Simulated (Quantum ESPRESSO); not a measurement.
# ZnS (F-43m): zone-centre phonons, part 2 of 4

Which modes does ZnS (F-43m) have at the zone centre?

Quantum ESPRESSO 7.5; DFT LDA, scalar-relativistic, plane waves, JTH PAW pseudopotentials.

So far. Step 2 (A probe with smearing): A gap of 1.8 eV opens on this mesh, so the crystal is taken as an insulator; the start stands at -5.0 GPa. Step 4 (Self-consistent run for the response): The cell stands at -0.051 GPa, close enough for phonons.

The database entry behind the starting cell differs from later determinations by our own check (about 0.1 % short), so it need not match the best structure at ambient conditions.

## (5) Linear response at Γ

At q = 0 one unit cell holds all displacements; symmetry groups them into irreducible representations that are solved one by one. The response to a field gives ε∞ and the Born charges, which polar modes need.

ph.in reads:

```
phonons
&inputph
   prefix = 'x'
   outdir = './tmp'
   fildyn = 'g.dyn'
   tr2_ph = 1.0d-18
   epsil = .true.
/
0.000000000000 0.000000000000 0.000000000000
```

Started as:

```bash
OMP_NUM_THREADS=1 mpirun -n 4 ph.x -nk 4 -in ph.in > ph.out
```

The log of the run:

```text
[banners, grids, parts of the stress and lines that vanish by symmetry left out]
[banner, memory and clock lines left out]
Program PHONON v.7.5

     ./tmp/x.save/

     file Zn.upf: wavefunction(s)  0S 0P 0P 3D 0D renormalized
     file S.upf: wavefunction(s)  3S 0S 3P 0P renormalized

     IMPORTANT: XC functional enforced from input :
     Exchange-correlation= PW
                           (   1   4   0   0   0   0   0)
     Any further DFT definition will be discarded
     Please, verify this is what you really want

     G-vector sticks info

     Check: negative core charge=   -0.000001

     negative rho (up, down):  5.314E-02 0.000E+00
     Reading collected, re-writing distributed wavefunctions in ./tmp/

     Number and degeneracy of irreps per q-point
       N         xq(1)         xq(2)         xq(3)   N irreps
       1   0.000000000   0.000000000   0.000000000       2
        3   3

     Calculation of q =    0.0000000   0.0000000   0.0000000

     phonons

     bravais-lattice index     =            2
     lattice parameter (alat)  =      10.0046  a.u.
     unit-cell volume          =     250.3450 (a.u.)^3
     number of atoms/cell      =            2
     number of atomic types    =            2
     kinetic-energy cut-off    =      60.0000  Ry
     charge density cut-off    =     480.0000  Ry
     convergence threshold     =      1.0E-18
     beta                      =       0.7000
     number of iterations used =            4
     Exchange-correlation= PW
                           (   1   4   0   0   0   0   0)

     celldm(1)=   10.00460  celldm(2)=    0.00000  celldm(3)=    0.00000
     celldm(4)=    0.00000  celldm(5)=    0.00000  celldm(6)=    0.00000

     crystal axes: (cart. coord. in units of alat)
               a(1) = ( -0.5000  0.0000  0.5000 )
               a(2) = (  0.0000  0.5000  0.5000 )
               a(3) = ( -0.5000  0.5000  0.0000 )

     reciprocal axes: (cart. coord. in units 2 pi/alat)
               b(1) = ( -1.0000 -1.0000  1.0000 )
               b(2) = (  1.0000  1.0000  1.0000 )
               b(3) = ( -1.0000  1.0000 -1.0000 )

     Atoms inside the unit cell:

     Cartesian axes

     site n.  atom      mass           positions (alat units)
        1  Zn     65.3800   tau(    1) = (   -0.25000    0.25000    0.25000  )
        2  S      32.0600   tau(    2) = (    0.00000    0.00000    0.00000  )

     Computing dynamical matrix for
                    q = (   0.0000000   0.0000000   0.0000000 )

     25 Sym.Ops. (with q -> -q+G )

     G cutoff = 1216.9727  (  44399 G-vectors)     FFT grid: ( 50, 50, 50)
     G cutoff =  608.4863  (  15665 G-vectors)  smooth grid: ( 36, 36, 36)
     number of k points=    29
                       cart. coord. in units 2pi/alat
        k(    1) = (   0.0000000   0.0000000   0.0000000), wk =   0.0039062
        k(    2) = (  -0.1250000   0.1250000  -0.1250000), wk =   0.0312500
        k(    3) = (  -0.2500000   0.2500000  -0.2500000), wk =   0.0312500
        [... further k-points left out ...]

     PseudoPot. # 1 for Zn read from file:
     ./pseudo/Zn.upf
     Pseudo is Projector augmented-wave + core cor, Zval = 12.0
     Shape of augmentation charge: SINC**2
     Using radial grid of 1049 points,  6 beta functions with:
                l(1) =   0
                l(2) =   0
                l(3) =   1
                l(4) =   1
                l(5) =   2
                l(6) =   2
     Q(r) pseudized with 0 coefficients

     PseudoPot. # 2 for S  read from file:
     ./pseudo/S.upf
     Pseudo is Projector augmented-wave + core cor, Zval =  6.0
     Shape of augmentation charge: SINC**2
     Using radial grid of  999 points,  4 beta functions with:
                l(1) =   0
                l(2) =   0
                l(3) =   1
                l(4) =   1
     Q(r) pseudized with 0 coefficients

     Mode symmetry, T_d (-43m)  point group:

     Electric field:
     Dielectric constant
     Born effective charges as d Force / d E

     Atomic displacements:
     There are    2 irreducible representations

     Representation     1      3 modes -  To be done

     Representation     2      3 modes -  To be done

     Alpha used in Ewald sum =   2.8000

     negative rho (up, down):  5.314E-02 0.000E+00

     Electric Fields Calculation

      iter #   1   av.it.:   8.0
      thresh= 1.000E-02 alpha_mix =  0.700 |ddv_scf|^2 =  5.221E-08

      iter #   2   av.it.:  14.4
      thresh= 2.285E-05 alpha_mix =  0.700 |ddv_scf|^2 =  6.079E-09

      iter #   3   av.it.:  14.4
      thresh= 7.797E-06 alpha_mix =  0.700 |ddv_scf|^2 =  3.962E-11

      iter #   4   av.it.:  14.7
      thresh= 6.295E-07 alpha_mix =  0.700 |ddv_scf|^2 =  5.357E-13

      iter #   5   av.it.:  14.7
      thresh= 7.319E-08 alpha_mix =  0.700 |ddv_scf|^2 =  2.546E-14

      iter #   6   av.it.:  14.3
      thresh= 1.596E-08 alpha_mix =  0.700 |ddv_scf|^2 =  2.720E-17

      iter #   7   av.it.:  15.7
      thresh= 5.215E-10 alpha_mix =  0.700 |ddv_scf|^2 =  1.462E-18

      iter #   8   av.it.:  15.9
      thresh= 1.209E-10 alpha_mix =  0.700 |ddv_scf|^2 =  3.724E-21

     End of electric fields calculation

          Dielectric constant in cartesian axis

          (       6.311583262       0.000000000       0.000000000 )
          (       0.000000000       6.311583262       0.000000000 )
          (       0.000000000       0.000000000       6.311583262 )

          Effective charges (d Force / dE) in cartesian axis without acoustic sum rule applied (asr)

           atom    1  Zn    Mean Z*:        1.90642
      Ex  (        1.90642        0.00000       -0.00000 )
      Ey  (       -0.00000        1.90642       -0.00000 )
      Ez  (        0.00000       -0.00000        1.90642 )
           atom    2  S     Mean Z*:       -1.92922
      Ex  (       -1.92922        0.00000        0.00000 )
      Ey  (        0.00000       -1.92922       -0.00000 )
      Ez  (        0.00000       -0.00000       -1.92922 )

          Effective charges Sum: Mean:       -0.02279
             -0.02279       -0.00000        0.00000
              0.00000       -0.02279       -0.00000
              0.00000       -0.00000       -0.02279

          Effective charges (d Force / dE) in cartesian axis with asr applied:
           atom    1  Zn    Mean Z*:        1.91782
      E*x (        1.91782        0.00000       -0.00000 )
      E*y (       -0.00000        1.91782        0.00000 )
      E*z (       -0.00000        0.00000        1.91782 )
           atom    2  S     Mean Z*:       -1.91782
      E*x (       -1.91782       -0.00000        0.00000 )
      E*y (        0.00000       -1.91782       -0.00000 )
      E*z (        0.00000       -0.00000       -1.91782 )

     Representation #   1 modes #   1   2   3

     Self-consistent Calculation

      iter #   1   av.it.:   7.9
      thresh= 1.000E-02 alpha_mix =  0.700 |ddv_scf|^2 =  7.683E-08

      iter #   2   av.it.:  14.5
      thresh= 2.772E-05 alpha_mix =  0.700 |ddv_scf|^2 =  7.772E-09

      iter #   3   av.it.:  14.3
      thresh= 8.816E-06 alpha_mix =  0.700 |ddv_scf|^2 =  1.145E-10

      iter #   4   av.it.:  14.3
      thresh= 1.070E-06 alpha_mix =  0.700 |ddv_scf|^2 =  3.577E-13

      iter #   5   av.it.:  14.6
      thresh= 5.981E-08 alpha_mix =  0.700 |ddv_scf|^2 =  1.122E-14

      iter #   6   av.it.:  14.6
      thresh= 1.059E-08 alpha_mix =  0.700 |ddv_scf|^2 =  8.048E-17

[...]
End of self-consistent calculation

     Convergence has been achieved

     Representation #   2 modes #   4   5   6

     Self-consistent Calculation

[...]
iter #   2   av.it.:  14.9
      thresh= 1.022E-04 alpha_mix =  0.700 |ddv_scf|^2 =  1.212E-08

      iter #   3   av.it.:  15.0
      thresh= 1.101E-05 alpha_mix =  0.700 |ddv_scf|^2 =  7.643E-10

      iter #   4   av.it.:  14.8
      thresh= 2.765E-06 alpha_mix =  0.700 |ddv_scf|^2 =  4.130E-11

      iter #   5   av.it.:  15.0
      thresh= 6.426E-07 alpha_mix =  0.700 |ddv_scf|^2 =  1.614E-13

      iter #   6   av.it.:  15.7
      thresh= 4.018E-08 alpha_mix =  0.700 |ddv_scf|^2 =  1.289E-15

      iter #   7   av.it.:  14.9
      thresh= 3.590E-09 alpha_mix =  0.700 |ddv_scf|^2 =  6.325E-17

      iter #   8   av.it.:  15.1
      thresh= 7.953E-10 alpha_mix =  0.700 |ddv_scf|^2 =  4.803E-19

     End of self-consistent calculation

     Convergence has been achieved

     Number of q in the star =    1
     List of q in the star:
          1   0.000000000   0.000000000   0.000000000

          Dielectric constant in cartesian axis

          (       6.311583262       0.000000000       0.000000000 )
          (       0.000000000       6.311583262       0.000000000 )
          (       0.000000000       0.000000000       6.311583262 )

          Effective charges (d Force / dE) in cartesian axis without acoustic sum rule applied (asr)

           atom    1  Zn    Mean Z*:        1.90642
      Ex  (        1.90642        0.00000       -0.00000 )
      Ey  (       -0.00000        1.90642       -0.00000 )
      Ez  (        0.00000       -0.00000        1.90642 )
           atom    2  S     Mean Z*:       -1.92922
      Ex  (       -1.92922        0.00000        0.00000 )
      Ey  (        0.00000       -1.92922       -0.00000 )
      Ez  (        0.00000       -0.00000       -1.92922 )

          Effective charges Sum: Mean:       -0.02279
             -0.02279       -0.00000        0.00000
              0.00000       -0.02279       -0.00000
              0.00000       -0.00000       -0.02279

          Effective charges (d Force / dE) in cartesian axis with asr applied:
           atom    1  Zn    Mean Z*:        1.91782
      E*x (        1.91782        0.00000       -0.00000 )
      E*y (       -0.00000        1.91782        0.00000 )
      E*z (       -0.00000        0.00000        1.91782 )
           atom    2  S     Mean Z*:       -1.91782
      E*x (       -1.91782       -0.00000        0.00000 )
      E*y (        0.00000       -1.91782       -0.00000 )
      E*z (        0.00000       -0.00000       -1.91782 )

     Diagonalizing the dynamical matrix

     q = (    0.000000000   0.000000000   0.000000000 )

 **************************************************************************
     freq (    1) =       0.166625 [THz] =       5.558016 [cm-1]
     freq (    2) =       0.166625 [THz] =       5.558016 [cm-1]
     freq (    3) =       0.166625 [THz] =       5.558016 [cm-1]
     freq (    4) =       8.731052 [THz] =     291.236554 [cm-1]
     freq (    5) =       8.731052 [THz] =     291.236554 [cm-1]
     freq (    6) =       8.731052 [THz] =     291.236554 [cm-1]
 **************************************************************************

     Mode symmetry, T_d (-43m)  point group:

     freq (   1-   3) =          5.6  [cm-1]   --> T_2  G_15 P_4   I+R
     freq (   4-   6) =        291.2  [cm-1]   --> T_2  G_15 P_4   I+R
```

Wall time 40 s (4 MPI ranks of AMD EPYC 9B45 (Zen 5), shared host).

Numbers from this step:

- miss of the charge sum rule: 0.02280 e
- largest acoustic frequency at the zone centre before the sum rule: 5.56 cm⁻¹
- highest optical zone-centre mode (no LO-TO term): 291.2 cm⁻¹
- lowest optical zone-centre mode: 291.2 cm⁻¹
- mean high-frequency dielectric constant: 6.312
- largest Born charge in size (third of the trace): 1.929 e

Born charge (rows field, columns displacement), before the sum rule (e), principal values of the symmetric part by kind of site:

```csv
atom,atoms with these values,low,middle,high,mean
Zn1,1,1.91,1.91,1.91,1.91
S2,1,-1.93,-1.93,-1.93,-1.93
```

In full for S2:

```
-1.93  0.00  0.00
 0.00 -1.93  0.00
 0.00  0.00 -1.93
```

High-frequency dielectric tensor:

```
6.31 0.00 0.00
0.00 6.31 0.00
0.00 0.00 6.31
```

The acoustic modes at Γ come out as far as 5.6 cm⁻¹ from zero, where they should vanish, a small numerical error; the Born charges miss their sum rule by 0.023 e, which is fair.

## (6) Modes with the sum rule

A rigid shift of the crystal must cost nothing, but grids and finite bases break this; the acoustic sum rule is imposed before the matrix is diagonalised again. With Born charges the intensities follow, and the static dielectric tensor.

dynmat.in reads:

```
&input
   fildyn = 'g.dyn'
   asr = 'simple'
   fileig = 'dynmat.eig'
   lperm = .true.
/
```

Started as:

```bash
dynmat.x -in dynmat.in > dynmat.out
```

The log of the run:

```text
[banner, memory and clock lines left out]
Program DYNMAT v.7.5

     Reading Dynamical Matrix from file g.dyn
     ...Force constants read
     ...epsilon and Z* read
     A direction for q was not specified:TO-LO splitting will be absent

     Polarizability (A^3 units)
     multiply by 0.360942 for Clausius-Mossotti correction
        15.680378    0.000000    0.000000
         0.000000   15.680378    0.000000
         0.000000    0.000000   15.680378

     IR activities are in (D/A)^2/amu units

# mode   [cm-1]    [THz]      IR
    1     -0.00   -0.0000    0.0000
    2      0.00    0.0000    0.0000
    3      0.00    0.0000    0.0000
    4    291.21    8.7302    3.9447
    5    291.21    8.7302    3.9447
    6    291.21    8.7302    3.9447

Electronic dielectric permittivity tensor (relative, adimensional)
         6.311583    0.000000    0.000000
         0.000000    6.311583    0.000000
         0.000000    0.000000    6.311583

 ... with zone-center polar mode contributions
         8.985902    0.000000    0.000000
         0.000000    8.985902    0.000000
         0.000000    0.000000    8.985902
```

Elapsed: 0.56 s, on 1 thread.

Read from the output:

* mean static dielectric constant: 8.986

Unit eigenvectors of the mass-weighted matrix after the sum rule; no LO-TO term. The modes at Γ (shares of kinetic energy by element, %):

```csv
mode,frequency (cm⁻¹),symmetry,Zn %,S %
1,0.0,acoustic,67,33
2,0.0,acoustic,67,33
3,0.0,acoustic,67,33
4,291.2,T2,33,67
5,291.2,T2,33,67
6,291.2,T2,33,67
```

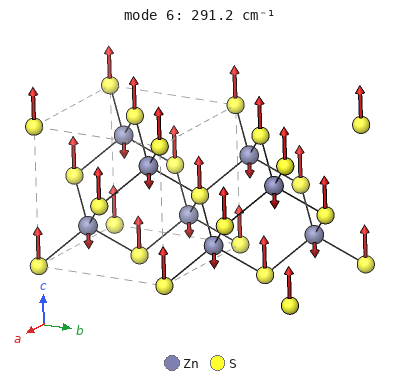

Displacement patterns of mode 6 at Γ; arrows are exaggerated. Bonds to atoms that aren't drawn are left out. 1×2×1 conventional cells are drawn. Some periodic images of atoms are drawn too.

Degenerate modes summed, no LO-TO term. Lines of the infrared spectrum (strongest = 100):

```csv
position (cm⁻¹),lines merged,label,"IR intensity, relative"
291,3,T2,100
```

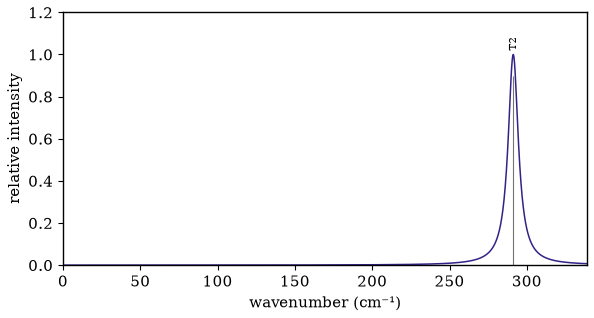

The infrared spectrum, broadened with Lorentzians of width 8 cm⁻¹; bars mark the lines.

Static dielectric tensor (ions relaxed, fixed cell):

```
8.99 0.00 0.00
0.00 8.99 0.00
0.00 0.00 8.99
```

The rule moves no optical mode by more than 0.1 cm⁻¹.

## (7) The LO-TO splitting (1 0 0)

A longitudinal polar mode sets up a macroscopic field that stiffens it; the term hangs on the direction from which q goes to zero.

dynmat.in reads:

```
&input
   fildyn = 'g.dyn'
   asr = 'simple'
   fileig = 'dynmat.eig'
   q(1) = 1.0
   q(2) = 0.0
   q(3) = 0.0
/
```

Started as:

```bash
dynmat.x -in dynmat.in > dynmat.out
```

The log of the run:

```text
[banner, memory and clock lines left out]
Program DYNMAT v.7.5

     Reading Dynamical Matrix from file g.dyn
     ...Force constants read
     ...epsilon and Z* read

     Polarizability (A^3 units)
     multiply by 0.360942 for Clausius-Mossotti correction
        15.680378    0.000000    0.000000
         0.000000   15.680378    0.000000
         0.000000    0.000000   15.680378

     IR activities are in (D/A)^2/amu units

# mode   [cm-1]    [THz]      IR
    1     -0.00   -0.0000    0.0000
    2     -0.00   -0.0000    0.0000
    3      0.00    0.0000    0.0000
    4    291.21    8.7302    3.9447
    5    291.21    8.7302    3.9447
    6    347.47   10.4169    3.9447
```

Elapsed: 0.55 s, on 1 thread.

Numbers from this step:

```yaml
highest_mode_moved_by_the_lo_to_term: 347.5 cm⁻¹
```

Zone-centre frequencies as printed; negative means imaginary. Modes:

```csv
mode,frequency (cm⁻¹)
1,0
2,0
3,0
4,291.2
5,291.2
6,347.5
```

The field moves one mode, from 291 to 348 cm⁻¹; the others stay.

## (8) Self-consistent run for the response, volume × 0.94

Bonds stiffen under compression, so frequencies follow the volume; the atoms are not relaxed anew.

scf.in reads:

```
&control
   calculation = 'scf'
   prefix = 'x'
   outdir = './tmp'
   pseudo_dir = './pseudo'
   tprnfor = .true.
   tstress = .true.
/
&system
   ibrav = 2
   celldm(1) = 9.80036571
   nat = 2
   ntyp = 2
   ecutwfc = 60.0
   ecutrho = 480.0
   occupations = 'fixed'
   nbnd = 11
/
&electrons
   conv_thr = 1.0d-12
   mixing_beta = 0.7
   electron_maxstep = 100
/
ATOMIC_SPECIES
 Zn     65.3800  Zn.upf
 S      32.0600  S.upf
ATOMIC_POSITIONS crystal
 Zn     0.250000000   0.250000000   0.250000000
 S      0.000000000   0.000000000   0.000000000
K_POINTS automatic
 8 8 8 0 0 0
```

Started as:

```bash
OMP_NUM_THREADS=1 mpirun -n 4 pw.x -nk 4 -in scf.in > scf.out
```

The log of the run:

```text
[banners, grids, parts of the stress and lines that vanish by symmetry left out]
[banner, memory and clock lines left out]
Program PWSCF v.7.5

[...]
kinetic-energy cutoff     =      60.0000  Ry
     charge density cutoff     =     480.0000  Ry
     scf convergence threshold =      1.0E-12
[...]
Exchange-correlation= SLA PW NOGX NOGC
                           (   1   4   0   0   0   0   0)
[...]
24 Sym. Ops. (no inversion) found
[...]
number of k points=    29
[...]
End of self-consistent calculation
[...]
highest occupied, lowest unoccupied level (ev):     8.0108   10.4142
!    total energy              =    -302.44037419 Ry
[...]
convergence has been achieved in  12 iterations
[...]
atom    1 type  1   force =     0.00000000    0.00000000    0.00000000
     atom    2 type  2   force =     0.00000000    0.00000000    0.00000000
     Total force =     0.000000     Total SCF correction =     0.000000
[...]
total   stress  (Ry/bohr**3)                   (kbar)     P=       61.09
[...]
XML data file, charge density, pseudopotentials, collected wavefunctions
```

Wall time 4.1 s (4 MPI ranks); 16 s of CPU time.

Read from the output:

- volume per atom: 17.44 Å³
- pressure: 6.109 GPa
- gap on the k-mesh: 2.403 eV

[end of part 2 of 4]

[Host names and launcher messages were left out of these logs when they were recorded.]

[Logs are printed without paths, hosts, clocks, repeated set-up lines and the standing remarks that a program may print on its own settings, such as how far it seeks lower states.]

[Hosts, paths, dates, database ids (printed as entryN), source tags and the programs' standing remarks are cut or masked in the printed files.]
